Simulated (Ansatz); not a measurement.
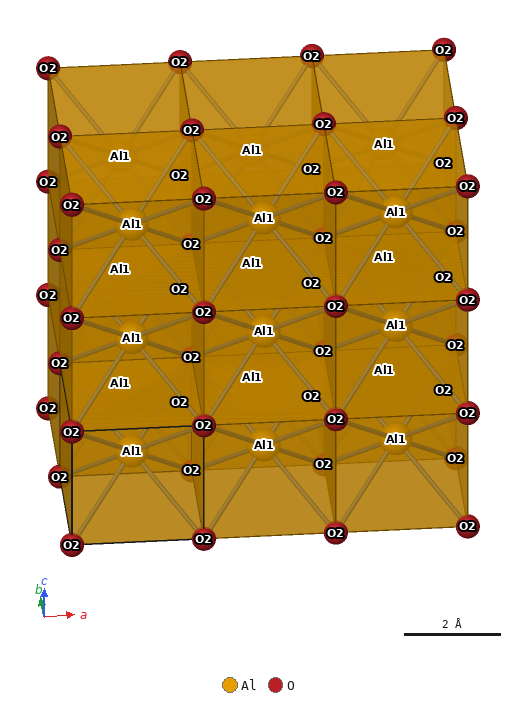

Figure 1. The structure as given in the input (polyhedral view of the cell of the calculation, repeated 3 × 2 × 3, seen at an oblique angle; polyhedra are completed across the faces of the cell; atoms are numbered from 1 in the order of the input). An atom can appear more than once, as a periodic image.

## What a change does: single-point calculation on AlO

System: AlO (Pm-3m, 2 atoms in the cell).
Method of run A: Kohn-Sham DFT of a periodic cell, PBEsol0, Ansatz PAW, no spin polarisation (Ansatz 0.2.0).

The structure was built on a prototype by a generator; it need not be a known phase. Text and figures count atoms from 1; the logs count them from 0 in places.

**Input, run A**
```yaml
crystal:
  lattice:
    - [2.76919, 0.0, 0.0]
    - [0.0, 2.76919, 0.0]
    - [0.0, 0.0, 2.76919]
  atoms:
    - { symbol: Al, position: [0.5, 0.5, 0.5] }
    - { symbol: O, position: [0.0, 0.0, 0.0] }
hamiltonian:
  xc: { exchange: pbesol, correlation: pbesol, exx: { coeff: 0.25 } }
  pseudopotentials: { kind: paw }
kpoints:
  mp_grid: { grid: [5, 5, 5] }
scf:
  occupations: { method: fermi_dirac, width: 0.05 }
output:
  forces: true
  stress: true
  eigenvalues: true
```

Hardware: 1 × NVIDIA H100 80GB HBM3, 2 threads of AMD EPYC (Zen 3), 144 GiB of memory available, shared host.

**Output, shortened to warnings, some set-up lines, iterations and results (run A)**
```
Warning: output.stress: scf.convergence.dr2_threshold = 1e-7 eV (the SCF's general default) is looser than the 2e-10 eV advised for a printed stress (1e-10 eV for each atom of the cell: 2). What an SCF threshold leaves in a stress goes as its square root, and in the free energy as the threshold itself, and one threshold admits the most on a small cell: of the crystals measured, under no hybrid …
Warning: output.stress: scf.exx.energy_threshold = 1e-6 eV is looser than the 2e-8 eV advised for a stress under a hybrid functional (1e-8 eV for each atom of the cell: 2). Every SCF of the exchange loop can meet its threshold on dr2 while the loop round them stops early: no threshold on dr2 bounds what that leaves in the stress. Set scf.exx.energy_threshold to 2e-8 eV or tighter. The threshold …
Basis set: ecut = 420 eV, 437 PW (Γ), exchange–correlation on 40×40×40 points (8 copies of the dense FFT grid, shifted against one another)
Symmetry: 48 space group operations
k-points: 10 of 125
Initial density: superposition of atomic densities (neutral atoms: chi_scale 0, normalization atom), corrected by the library's trained network
[...]
SCF iter   1: F=—  HF=-1084.442589 eV  |F-HF|=—  |Δ(HF+E_count)|=         —  Δρ=2.25e-2  dr2=9.62e-2  ethr=1.77e-3  ⟨swp⟩=7.2  Hψ=432  notcnv=0
SCF iter   2: F=—  HF=-1084.422916 eV  |F-HF|=—  |Δ(HF+E_count)|=   1.97e-2  Δρ=7.69e-3  dr2=1.30e-2  ethr=1.07e-3  ⟨swp⟩=2.0  Hψ=179  notcnv=0
SCF iter   3: F=—  HF=-1084.420440 eV  |F-HF|=—  |Δ(HF+E_count)|=   2.48e-3  Δρ=5.36e-4  dr2=3.19e-5  ethr=3.86e-7  ⟨swp⟩=3.5  Hψ=409  notcnv=0
SCF iter   4: F=—  HF=-1084.420436 eV  |F-HF|=—  |Δ(HF+E_count)|=   3.86e-6  Δρ=8.10e-5  dr2=1.21e-6  ethr=3.55e-7  ⟨swp⟩=2.0  Hψ=138  notcnv=0
SCF iter   5: F=—  HF=-1084.420436 eV  |F-HF|=—  |Δ(HF+E_count)|=   5.33e-8  Δρ=1.24e-5  dr2=1.48e-8  ethr=1.35e-8  ⟨swp⟩=3.6  Hψ=173  notcnv=0
[... 14 lines ...]
SCF iter   2: F=—  HF=-1090.010760 eV  |F-HF|=—  |Δ(HF+E_count)|=   3.76e-8  Δρ=4.70e-6  dr2=2.35e-6  ethr=2.57e-9  ⟨swp⟩=3.8  Hψ=191  notcnv=0
SCF iter   3: F=—  HF=-1090.010792 eV  |F-HF|=—  |Δ(HF+E_count)|=   3.23e-5  Δρ=2.78e-5  dr2=1.89e-7  ethr=1.60e-11  ⟨swp⟩=5.0  Hψ=298  notcnv=0
SCF iter   4: F=—  HF=-1090.010792 eV  |F-HF|=—  |Δ(HF+E_count)|=   4.70e-8  Δρ=1.95e-6  dr2=2.13e-8  ethr=1.60e-11  ⟨swp⟩=4.1  Hψ=225  notcnv=0
SCF iter   5: F=-1090.010792 eV  HF=-1090.010792 eV  |F-HF|=2.62e-9  |Δ(HF+E_count)|=   1.69e-7  Δρ=3.69e-6  dr2=3.33e-9  ethr=5.21e-12  ⟨swp⟩=4.3  Hψ=206  notcnv=0  defer=1
SCF 3 converged in 5 iterations: F = -1090.010792 eV  dr2 = 3.33e-9
  Residual-converged pass: ⟨swp⟩=1.9  Hψ=119  notcnv=0  max |occ|·‖R‖ = 2.4e-6 eV (tolerance 2.4e-6 eV)  dr2=3.32e-9  dr2_onsite=1.26e-10  max |Δocc| = 3.2e-14
hybrid outer 2: dexx = +3.701e-8 eV, tail = 7.92e-9 eV, Δε = 1.32e-3 eV (about 7.34e-5 eV left of the loop's levels)
hybrid SCF converged: 2 outer / 14 inner (+7 warm-up), last move |dexx| = 3.70e-8 eV, tail = 7.92e-9 eV
Stability not checked: this state was not tested for a lower state beside it, because the functional holds exact exchange (a hybrid, or Hartree-Fock), whose exchange loop this test does not read (fock_operator; see scf.lower_state_search)
Free energy (F): -1090.010792 eV
Frozen-core exchange: fock
Harris-Foulkes:  -1090.010792 eV  (|F-HF|=2.62e-9)
Internal energy: -1090.007703 eV  (E = F + TS)
E sigma→0 (E₀):  -1090.009248 eV
Entropy (-TS):   -0.003089 eV (-1.544 meV/atom)
Fermi energy:    10.315660 eV
--- Per-component energies (eV) ---
  E_band       = -3.479269
  E_kinetic    = 196.568914
  E_local      = -347.107840  (includes V_loc(G=0)·N_el)
  E_nonlocal   = 57.048739
  E_hartree    = 134.017184
  E_xc         = -87.315811
  E_vxc        = -95.500123  (∫ρ·V_xc dr)
  E_exx        = -25.746366  (= α·E_x^exact, valence–valence)
  E_paw        = -610.422073  (= ΣΔE_a)
  E_vpaw       = -31.031558  (= ΣTr[D̂ρ^β])
  E_aug_tail   = 0.002266  (compensation charges beyond the density's cutoff)
  E_ewald      = -407.020983
  E_core_change = -0.031734  (= ΣΔE_core)
  E_smearing   = -0.003089  (= −TS)
  E_closure    = -0.000000  (closes the sum)
  Σ components = -1090.010792   (vs F -1090.010792, Δ=-2.27e-13)
--- Forces (eV/Å), atoms counted from 1 ---
  atom   1  Al     0.00000000     0.00000000     0.00000000
  atom   2  O      0.00000000     0.00000000     0.00000000
  max |Σ_I F_I| component: 1.97e-31 eV/Å
--- Stress (GPa, compression-positive) ---
       -9.079596       0.000000       0.000000
       -0.000000      -9.079596       0.000000
       -0.000000       0.000000      -9.079596
  P = ⅓ Tr σ = -9.0796 GPa (-90.796 kbar)
```

Run B used a changed input.

**The two runs side by side**

| quantity | run A | run B |
| --- | --- | --- |
| outcome | converged | converged |
| free energy per atom (eV) | −545.0054 | −554.5677 |
| energy per atom, smearing taken to zero (eV) | −545.0046 | −554.5670 |
| gap on the mesh (eV) | 0.00 | 0.00 |
| pressure (GPa) | −9.08 | −1.49 |
| largest force (eV/Å) | 0.000 | 0.000 |
| SCF iterations | 21 | 19 |
| irreducible k-points | 10 | 10 |
| plane waves at Γ | 437 | 437 |
| wall time (shared host) | 7.6 s | 5.4 s |

Which change of the input explains these differences?

The change (lines with − go, lines with + come):
```diff
-  xc: { exchange: pbesol, correlation: pbesol, exx: { coeff: 0.25 } }
+  xc: b3lyp
```

The total energies belong to different methods, so their difference says nothing on which is more stable or more accurate. The pressure goes from −9.08 to −1.49 GPa. The SCF takes 19 iterations against 21.

**Output, shortened to warnings, some set-up lines, iterations and results (run B)**
```
Warning: output.stress: scf.convergence.dr2_threshold = 1e-7 eV (the SCF's general default) is looser than the 2e-10 eV advised for a printed stress (1e-10 eV for each atom of the cell: 2). What an SCF threshold leaves in a stress goes as its square root, and in the free energy as the threshold itself, and one threshold admits the most on a small cell: of the crystals measured, under no hybrid …
Warning: output.stress: scf.exx.energy_threshold = 1e-6 eV is looser than the 2e-8 eV advised for a stress under a hybrid functional (1e-8 eV for each atom of the cell: 2). Every SCF of the exchange loop can meet its threshold on dr2 while the loop round them stops early: no threshold on dr2 bounds what that leaves in the stress. Set scf.exx.energy_threshold to 2e-8 eV or tighter. The threshold …
Basis set: ecut = 420 eV, 437 PW (Γ), exchange–correlation on 40×40×40 points (8 copies of the dense FFT grid, shifted against one another)
Symmetry: 48 space group operations
k-points: 10 of 125
Initial density: superposition of atomic densities (neutral atoms: chi_scale 0, normalization atom), corrected by the library's trained network
[...]
SCF iter   1: F=—  HF=-1108.747240 eV  |F-HF|=—  |Δ(HF+E_count)|=         —  Δρ=1.48e-2  dr2=3.27e-2  ethr=1.77e-3  ⟨swp⟩=7.1  Hψ=428  notcnv=0
SCF iter   2: F=—  HF=-1108.741218 eV  |F-HF|=—  |Δ(HF+E_count)|=   6.02e-3  Δρ=4.83e-3  dr2=4.05e-3  ethr=3.63e-4  ⟨swp⟩=2.3  Hψ=183  notcnv=0
SCF iter   3: F=—  HF=-1108.741011 eV  |F-HF|=—  |Δ(HF+E_count)|=   2.07e-4  Δρ=5.24e-4  dr2=2.15e-5  ethr=2.33e-7  ⟨swp⟩=3.0  Hψ=410  notcnv=0
SCF iter   4: F=—  HF=-1108.741046 eV  |F-HF|=—  |Δ(HF+E_count)|=   3.53e-5  Δρ=1.47e-4  dr2=4.82e-6  ethr=2.33e-7  ⟨swp⟩=3.0  Hψ=164  notcnv=0
SCF iter   5: F=—  HF=-1108.741045 eV  |F-HF|=—  |Δ(HF+E_count)|=   7.64e-7  Δρ=2.97e-5  dr2=1.85e-7  ethr=5.36e-8  ⟨swp⟩=2.2  Hψ=141  notcnv=0
[... 12 lines ...]
SCF iter   1: F=—  HF=-1109.135444 eV  |F-HF|=—  |Δ(HF+E_count)|=         —  Δρ=4.23e-5  dr2=1.74e-6  ethr=2.50e-7  ⟨swp⟩=2.5  Hψ=185  notcnv=0
SCF iter   2: F=—  HF=-1109.135444 eV  |F-HF|=—  |Δ(HF+E_count)|=   3.68e-8  Δρ=5.38e-6  dr2=1.48e-6  ethr=3.44e-9  ⟨swp⟩=3.4  Hψ=174  notcnv=0
SCF iter   3: F=—  HF=-1109.135468 eV  |F-HF|=—  |Δ(HF+E_count)|=   2.37e-5  Δρ=2.89e-5  dr2=2.59e-7  ethr=3.96e-11  ⟨swp⟩=4.6  Hψ=296  notcnv=0
SCF iter   4: F=-1109.135468 eV  HF=-1109.135468 eV  |F-HF|=1.55e-9  |Δ(HF+E_count)|=   7.65e-8  Δρ=4.72e-6  dr2=1.19e-8  ethr=3.96e-11  ⟨swp⟩=4.0  Hψ=213  notcnv=0
SCF 3 converged in 4 iterations: F = -1109.135468 eV  dr2 = 1.19e-8
  Residual-converged pass: ⟨swp⟩=2.2  Hψ=137  notcnv=0  max |occ|·‖R‖ = 2.3e-6 eV (tolerance 2.4e-6 eV)  dr2=1.19e-8  dr2_onsite=4.63e-10  max |Δocc| = 2.2e-14
hybrid outer 2: dexx = +6.097e-8 eV, tail = 2.52e-8 eV, Δε = 2.11e-3 eV (about 2.31e-4 eV left of the loop's levels)
hybrid SCF converged: 2 outer / 13 inner (+6 warm-up), last move |dexx| = 6.10e-8 eV, tail = 2.52e-8 eV
Stability not checked: this state was not tested for a lower state beside it, because the functional holds exact exchange (a hybrid, or Hartree-Fock), whose exchange loop this test does not read (fock_operator; see scf.lower_state_search)
Free energy (F): -1109.135468 eV
Frozen-core exchange: fock
Harris-Foulkes:  -1109.135468 eV  (|F-HF|=1.55e-9)
Internal energy: -1109.132377 eV  (E = F + TS)
E sigma→0 (E₀):  -1109.133922 eV
Entropy (-TS):   -0.003091 eV (-1.546 meV/atom)
Fermi energy:    10.523015 eV
--- Per-component energies (eV) ---
  E_band       = 2.707959
  E_kinetic    = 197.525844
  E_local      = -351.300046  (includes V_loc(G=0)·N_el)
  E_nonlocal   = 58.534107
  E_hartree    = 136.597826
  E_xc         = -92.974314
  E_vxc        = -100.225209  (∫ρ·V_xc dr)
  E_exx        = -20.719848  (= α·E_x^exact, valence–valence)
  E_paw        = -629.746696  (= ΣΔE_a)
  E_vpaw       = -33.584477  (= ΣTr[D̂ρ^β])
  E_aug_tail   = 0.002339  (compensation charges beyond the density's cutoff)
  E_ewald      = -407.020983
  E_core_change = -0.030605  (= ΣΔE_core)
  E_smearing   = -0.003091  (= −TS)
  E_closure    = -0.000000  (closes the sum)
  Σ components = -1109.135468   (vs F -1109.135468, Δ=2.27e-13)
--- Forces (eV/Å), atoms counted from 1 ---
  atom   1  Al     0.00000000     0.00000000    -0.00000000
  atom   2  O     -0.00000000     0.00000000    -0.00000000
  max |Σ_I F_I| component: 9.86e-31 eV/Å
--- Stress (GPa, compression-positive) ---
       -1.493353       0.000000      -0.000000
        0.000000      -1.493353       0.000000
        0.000000       0.000000      -1.493353
  P = ⅓ Tr σ = -1.4934 GPa (-14.934 kbar)
```

For both runs: Warnings: the exchange loop's threshold is looser than advised for the stress; the SCF threshold is looser than advised for the printed stress. The cell holds an odd number of electrons but the run has no spin polarisation, so a band is left half filled. For run A: The cell is under a tension of 9.1 GPa at this level, so it is not at its equilibrium volume. For run B: Points of doubt noted for this run: forces on files of another functional.
